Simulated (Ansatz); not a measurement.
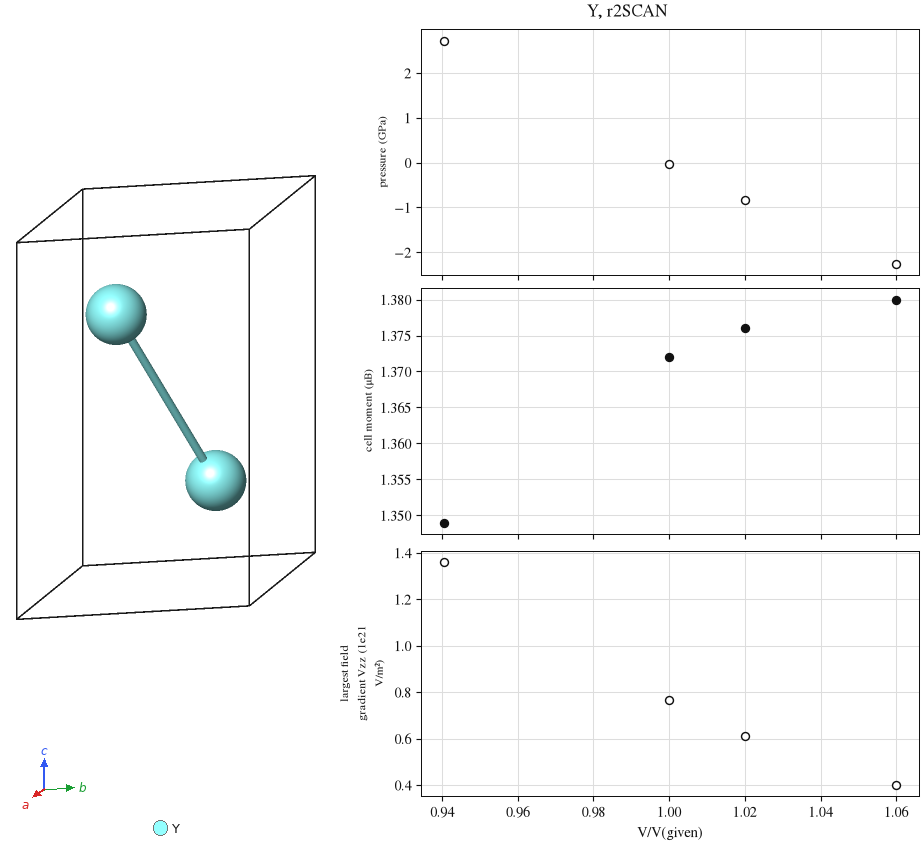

The plot gives the computed pressure, cell moment and largest field gradient Vzz against V/V(given) for Y, space group P6_3/mmc (No. 194). The conventional cell is drawn beside the plot.

Cell as given: a = 3.643 Å, b = 3.643 Å, c = 5.879 Å, α = 90.00°, β = 90.00°, γ = 120.00°; 2 atoms.

How it was computed, with Ansatz 0.2.0: periodic Kohn-Sham DFT of a crystal at fixed atoms, scaled to the stated factor times the given cell; pressure positive in compression. Level: r2SCAN, collinear spin. The state reached is ferromagnetic.

```tsv
setting	value
method	frozen-core PAW
relativity	scalar
k mesh	13×13×7
occupations	Fermi–Dirac
smearing width	0.05 eV
wave cutoff	500 eV
PAW set	soft_2
```

V(given) is 33.78 Å³/atom.

The point at V/V(given) 0.980 is left out of the plot. What does the calculation give there?

```tsv
V/V(given)	pressure (GPa)	cell moment (μB)	largest field gradient Vzz (1e21 V/m²)
0.980	0.816	1.365	0.955
```

Keep in mind: PAW files made with PBE; no gap: field gradients move with the k mesh; shape and atomic fractions are frozen while scaling, which makes layered, chain and framework solids too stiff.
